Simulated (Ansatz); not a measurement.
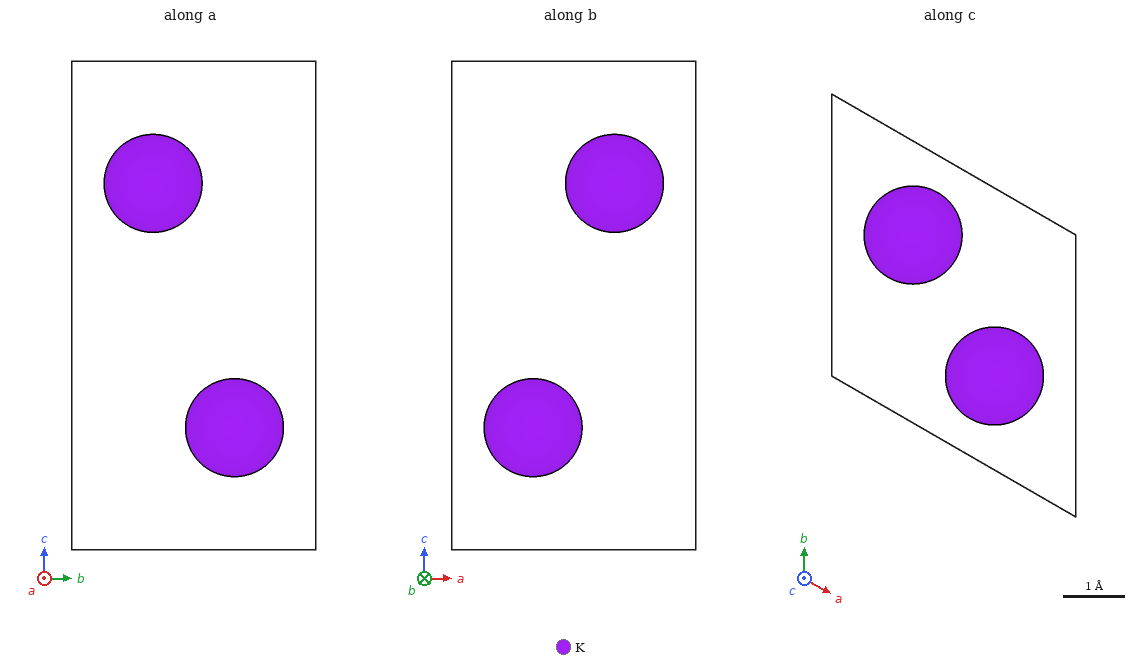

The crystal in a spheres-only representation, seen along the a axis, along the b axis and along the c axis. The edges of the conventional unit cell are marked.

Lattice parameters: a = 4.6225 Å, b = 4.6225 Å, c = 8.0101 Å, α = 90.000°, β = 90.000°, γ = 120.000°.

Write down what is shown as a CIF with its space group and independent sites.

```cif
data_structure
_symmetry_space_group_name_H-M 'P 63/m m c'
_symmetry_Int_Tables_number 194
_cell_length_a 4.6225
_cell_length_b 4.6225
_cell_length_c 8.0101
_cell_angle_alpha 90.000
_cell_angle_beta 90.000
_cell_angle_gamma 120.000
_cell_volume 148.22
loop_
_atom_site_label
_atom_site_type_symbol
_atom_site_symmetry_multiplicity
_atom_site_Wyckoff_symbol
_atom_site_fract_x
_atom_site_fract_y
_atom_site_fract_z
_atom_site_occupancy
K1 K 2 c 0.3333 0.6667 0.2500 1
```

Starting structure: a structure type filled with this element by a generator (whether the element takes this form wasn't checked). The cell was then strained or its atoms displaced on purpose. It was the input of a calculation with Ansatz.
